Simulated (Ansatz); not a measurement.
# Band-structure calculation, with input and output: TiN

The run: band-structure calculation of TiN (Fm-3m, 2 atoms in the cell). Method and program: DFT PBE, scalar-relativistic, plane waves, PAW, no spin polarisation (Ansatz 0.2.0).

The structure derives from an entry of the Crystallography Open Database. Figures and captions count atoms from 1; the log counts them from 0 in places.

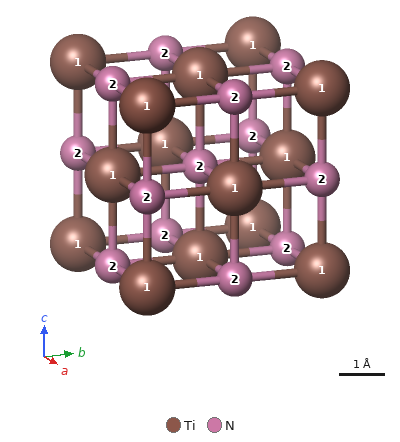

Fig. 1: The structure (ball-and-stick view of the cell 4 times as large as that of the calculation, set on its symmetry axes, seen slightly off an axis; atoms are numbered from 1 in the order of the input). An atom can appear more than once, as a periodic image.

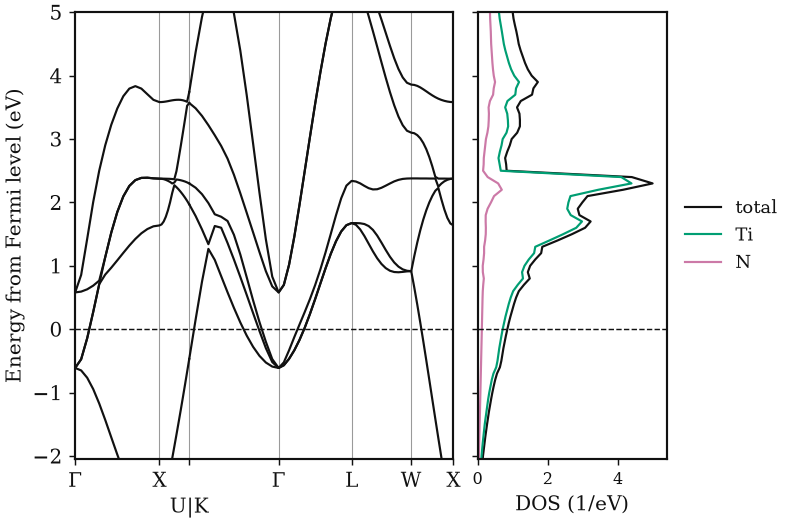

Fig. 2: Band structure along Γ–X–U|K–Γ–L–W–X and density of states (projected on Löwdin-orthogonalised atomic shells), with energies from the Fermi level. Bands cross the Fermi level: a metal at this level of theory.

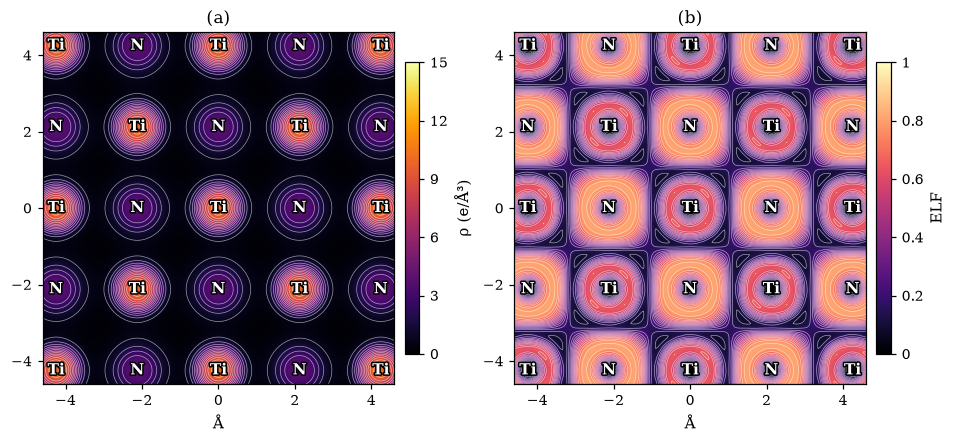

Fig. 3: (a) valence electron density; (b) electron localisation function on the (100) plane of the conventional cell. Atoms in the plane: Ti and N. Ti–N (2.12 Å): the density is about 0.5 e/Å³ at the midpoint; the ELF is about 0.20 at the midpoint (no shared pair; the contact is polar). Away from the nuclei the density in this plane falls to 0.19 e/Å³ at its lowest. The strong features right at Ti lie inside the PAW spheres (semicore, d or f shells) and say nothing about bonding. In a PAW calculation such maps are meaningful between the atoms, not at the nuclei.

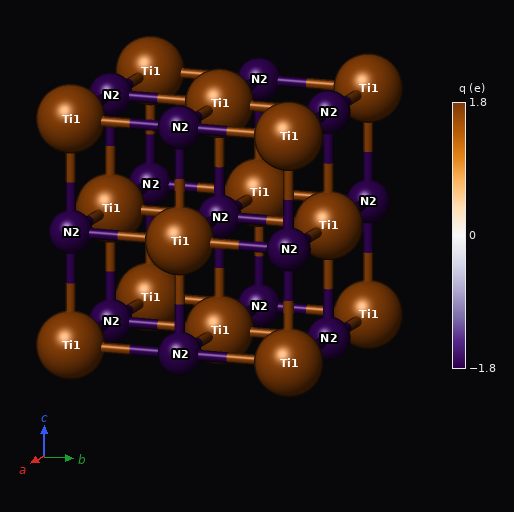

Fig. 4: Bader charges, as the colour of each atom (ball-and-stick view of the cell 4 times as large as that of the calculation, set on its symmetry axes, seen slightly off an axis; atoms are numbered from 1 in the order of the input). By element: Ti +1.75 and N −1.75 e.

These pictures come from the run below.

**Input file**
```yaml
crystal:
  lattice:
    - [0.0, 2.1233653582, 2.1233653582]
    - [2.1233653582, 0.0, 2.1233653582]
    - [2.1233653582, 2.1233653582, 0.0]
  atoms:
    - { symbol: Ti, position: [0.0, 0.0, 0.0] }
    - { symbol: "N", position: [0.5, 0.5, 0.5] }
basis:
  ecutwfc: 420
kpoints:
  mp_grid: { grid: [18, 18, 18] }
  band_path:
    path:
      - [[0.0, 0.0, 0.0], [0.5, 0.0, 0.5], [0.625, 0.25, 0.625]]
      - [[0.375, 0.375, 0.75], [0.0, 0.0, 0.0], [0.5, 0.5, 0.5], [0.5, 0.25, 0.75], [0.5, 0.0, 0.5]]
    npoints: 14
hamiltonian:
  xc: pbe
scf:
  occupations: { method: gaussian, width: 0.1 }
  n_extra_bands: 6
output:
  forces: true
  stress: true
  eigenvalues: true
  populations: true
  dos: { projected: true, de: 0.02, nscf_kmesh: { grid: [27, 27, 27] } }
  bader: true
  write_density: true
  write_potential: true
  elf: true
  volumetric_format: npy
```

Launched with:
```bash
ansatz run input.yaml --threads 1 --pin off --max-ram 2560MiB --backend cpu --events-out ev --progress --plain --runs-dir out
```

**Output**
```
scf.n_extra_bands = 6 over 9 filled bands (N_el = 17.0): the run solves 15 bands
Engine: ansatz 0.2.0, aarch64-unknown-linux-gnu
Pseudopotentials: kind: paw
Pseudopotential: Ti, paw, valence charge 12, recommended cutoff 420 eV (normal), Ti.paw.azcp
Pseudopotential: N, paw, valence charge 5, recommended cutoff 420 eV (normal), N.paw.azcp
Functional definition: PBE
  parameter kappa = 0.804
  parameter beta = 0.06672455060314922
  exchange = pbe_x(kappa = kappa, mu = beta*pi^2/3)
  correlation = pbe_c(beta = beta)
Crystal: 2 atoms, lattice volume = 19.147 Å³
Basis set: ecut = 420 eV, 339 PW (Γ), exchange–correlation on 48×48×48 points (8 copies of the dense FFT grid, shifted against one another)
Bands: 15, of which v1, the nominal top of the filled ones, is band 9 counted from 1 (8 counted from 0)
Symmetry: 48 space group operations
Space group: Fm-3m (ITA 225), of the structure as read, at distance tolerance 2.7e-5 Å
k-points: 195 of 5832
Non-local potential: Ti, projectors of the file, l = 0: 3, l = 1: 2, l = 2: 3, l = 3: 1
Non-local potential: N, projectors of the file, l = 0: 2, l = 1: 2, l = 2: 1
PAW form: soft (Blöchl's): semilocal exchange-correlation on the pseudo side does not see the compensation charge
PAW one-centre angular grid: Ti, 590 points (default); XC on 64 Gauss nodes
PAW one-centre angular grid: N, 110 points (default); XC on 64 Gauss nodes
Initial density: superposition of atomic densities (neutral atoms: chi_scale 0, normalization atom), corrected by the library's trained network
Initial wavefunctions: pseudopotential atomic-orbital guess
Functional: x = pbe(κ = 0.804, μ = 0.2195149727645171), c = pbe(β = 0.06672455060314922)
SCF iter   1: F=—  HF=-2887.109996 eV  |F-HF|=—  |Δ(HF+E_count)|=         —  Δρ=1.74e-3  dr2=3.71e-4  ethr=1.77e-3  ⟨swp⟩=4.6  Hψ=13702  notcnv=0
preconditioner: auto → none  [metal: Δε(μ)=0.037 eV  Ē_g=12.153 eV  σ=0.100 eV  W_gap=0.20  n_scr=8 (ndim 8)  ℏωp=25.5 eV  f_vac=0.000  D(μ)=0.85/eV (n_scr^D=8)  sad-step TF]
SCF iter   2: F=—  HF=-2887.109548 eV  |F-HF|=—  |Δ(HF+E_count)|=   4.48e-4  Δρ=1.07e-3  dr2=1.68e-4  ethr=2.18e-6  ⟨swp⟩=1.5  Hψ=4762  notcnv=0
SCF iter   3: F=—  HF=-2887.109579 eV  |F-HF|=—  |Δ(HF+E_count)|=   3.10e-5  Δρ=1.31e-4  dr2=3.35e-6  ethr=9.90e-7  ⟨swp⟩=2.0  Hψ=3177  notcnv=0
SCF iter   4: F=—  HF=-2887.109581 eV  |F-HF|=—  |Δ(HF+E_count)|=   1.52e-6  Δρ=3.26e-5  dr2=9.95e-8  ethr=1.97e-8  ⟨swp⟩=2.1  Hψ=4059  notcnv=0
iter 5 did not close the SCF: its close was put off for the readings that it lacked (scf_convergence_deferred on its scf_iter line)
SCF iter   5: F=-2887.109581 eV  HF=-2887.109581 eV  |F-HF|=3.82e-11  |Δ(HF+E_count)|=   5.42e-8  Δρ=2.70e-6  dr2=7.71e-10  ethr=5.85e-10  ⟨swp⟩=2.8  Hψ=4222  notcnv=0
SCF iter   6: F=-2887.109581 eV  HF=-2887.109581 eV  |F-HF|=4.55e-12  |Δ(HF+E_count)|=  1.40e-10  Δρ=4.12e-7  dr2=2.09e-11  ethr=4.54e-12  ⟨swp⟩=5.7  Hψ=13726  notcnv=0
SCF 1 converged in 6 iterations: F = -2887.109581 eV  dr2 = 2.09e-11
  greatest PAW one-centre occupation: 0.999 electrons in one spin orbital (limit 2), on the Ti atom at site 0 (counted from 0), in its partial waves of l = 0
NSCF: frozen V_eff on 86 k-points
NSCF: frozen V_eff on 560 k-points
SCF converged after 6 iterations
Free energy (F): -2887.109581 eV
Harris-Foulkes:  -2887.109581 eV  (|F-HF|=4.55e-12)
Internal energy: -2887.105302 eV  (E = F + TS)
E sigma→0 (E₀):  -2887.107441 eV
Entropy (-TS):   -0.004279 eV (-2.139 meV/atom)
Fermi energy:    17.070754 eV
--- Per-component energies (eV) ---
  E_band       = -93.052104
  E_kinetic    = 406.347357
  E_local      = -790.541962  (includes V_loc(G=0)·N_el)
  E_nonlocal   = 51.267404
  E_hartree    = 314.952040
  E_xc         = -159.773948
  E_vxc        = -201.413893  (∫ρ·V_xc dr)
  E_paw        = -1174.003855  (= ΣΔE_a)
  E_vpaw       = -188.615248  (= ΣTr[D̂ρ^β])
  E_aug_tail   = 0.000217  (compensation charges beyond the density's cutoff)
  E_ewald      = -1535.352555
  E_smearing   = -0.004279  (= −TS)
  E_closure    = 0.000000  (closes the sum)
  Σ components = -2887.109581   (vs F -2887.109581, Δ=0.00e0)
--- Forces (eV/Å), atoms counted from 1 ---
  atom   1  Ti    -0.00000000     0.00000000     0.00000000
  atom   2  N      0.00000000     0.00000000     0.00000000
  max |Σ_I F_I| component: 9.66e-30 eV/Å
--- Stress (GPa, compression-positive) ---
        0.033036       0.000000       0.000000
        0.000000       0.033036       0.000000
       -0.000000      -0.000000       0.033036
  P = ⅓ Tr σ = 0.0330 GPa (0.330 kbar)
--- Band table (eV; the first three rows and the last of 195) ---
  k-point 0: bands = ["-40.7729", "-16.7629", "-16.7629", "-16.7629", "-0.0297", "15.0217", "15.0217", "15.0217", "16.4588", "16.4588", "16.4588", "17.6512", "17.6512", "22.4222", "30.2195"]
  k-point 1: bands = ["-40.7700", "-16.7832", "-16.7646", "-16.7646", "0.0306", "14.6583", "14.7519", "14.7519", "16.5531", "16.5531", "16.6482", "17.9266", "17.9266", "22.5910", "30.2660"]
  k-point 2: bands = ["-40.7617", "-16.8412", "-16.7694", "-16.7694", "0.2069", "13.8775", "14.1893", "14.1893", "16.7539", "16.7539", "16.9671", "18.5819", "18.5819", "23.0401", "30.3338"]
  k-point 194: bands = ["-40.6458", "-17.1587", "-17.1021", "-16.9861", "1.8263", "11.4927", "11.7277", "11.7627", "17.5820", "18.3445", "19.4495", "20.1486", "20.9175", "28.8989", "29.2977"]
--- Löwdin populations: 2 sites ---
  site symbol       q [e]
     0     Ti     11.1503
     1      N      5.7867
  spilling = 0.003705 (of n_electrons = 17.000000)
--- Bader charges: 2 sites ---
  site symbol  charge [e]  shift [e]
     0     Ti      1.7493     0.0002
     1      N     -1.7493     0.0002
  estimated error of the sums over rays = 3.7e-4 e
```

**File populations.tsv**
```
# site	symbol	l	j	q
# orbitals = lowdin
# n_electrons = 17.000000
# spilling = 0.003705
0	Ti	0_3S	-	1.897506
0	Ti	0_4S	-	0.484704
0	Ti	1_3P	-	5.988824
0	Ti	2_3D	-	2.779259
1	N	0_2S	-	1.543288
1	N	1_2P	-	4.243434
```

**Key numbers**

```csv
quantity,value
outcome,converged
space group (tolerance 0.01 Å),Fm-3m (225)
electrons treated,17
free energy,−2887.1096 eV
Fermi energy,17.071 eV
gap on the k-point mesh,none (metallic)
pressure,0.03 GPa
largest force (length of the vector),under 0.001 eV/Å
hardware,"1 thread of Arm Neoverse V2, 24 GiB of memory available, shared host"
wall time,21 s
peak memory,0.35 GiB
```

**Notes**

The cell holds an odd number of electrons but the run has no spin polarisation, so a band is left half filled.
